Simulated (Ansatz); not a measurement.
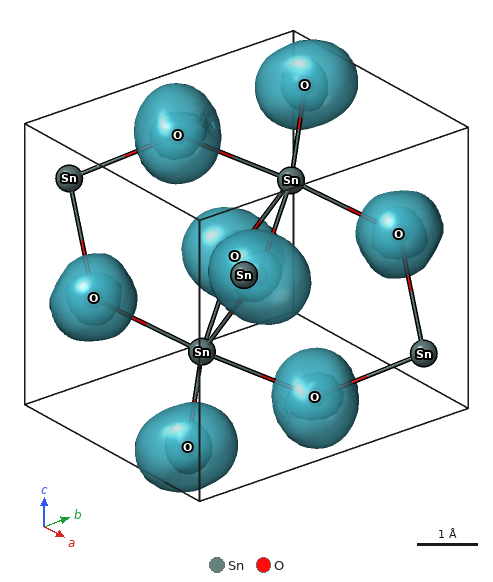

The picture shows: SnO2. Isosurface of the electron localisation function at 0.75 (cyan), seen at an oblique angle. Core shells and regions of very low density are left out. Sticks mark near contacts.

Space group Pbcn; a structure from a database of computed crystals, not necessarily the ambient phase; computed pressure about 2 GPa in this cell.

All numbers below come from Ansatz, DFT PBE, scalar-relativistic, plane waves, PAW.

Core electrons are frozen (PAW), and the valence fields are smoothed inside the atomic spheres.

```
CELL_PARAMETERS angstrom
4.77037 0.00000 0.00000
0.00000 5.79874 0.00000
0.00000 0.00000 5.28665
ATOMIC_POSITIONS crystal
Sn 0.50000 0.66591 0.75000
Sn 0.00000 0.83409 0.25000
Sn 0.50000 0.33409 0.25000
Sn 0.00000 0.16591 0.75000
O 0.73095 0.60612 0.07780
O 0.23095 0.89388 0.92220
O 0.76905 0.89388 0.57780
O 0.26905 0.60612 0.42220
O 0.73095 0.39388 0.57780
O 0.23095 0.10612 0.42220
O 0.76905 0.10612 0.07780
O 0.26905 0.39388 0.92220
```

> What do the ELF domains correspond to?

At this value the surface marks out eight regions wrapped around O (the valence shell of each), counted in one cell of 12 atoms. Regions shared between cells count once. Profiles from the grid: Sn–O (2.06 Å): the ELF peaks at about 0.80 in the valence shell of O, 0.6 Å from its nucleus, and is about 0.25 at the midpoint; no localised pair shows between them. Sn–O (2.13 Å): the ELF peaks at about 0.85 in the valence shell of O, 0.6 Å from its nucleus, and is about 0.25 at the midpoint: no shared electron pair shows on this line.

> Does the calculation make it a metal, or give it a gap?

It is gapped, with a Kohn–Sham gap of 1.1 eV on the k-point mesh (the band edges may lie off the mesh, which would make the gap smaller).
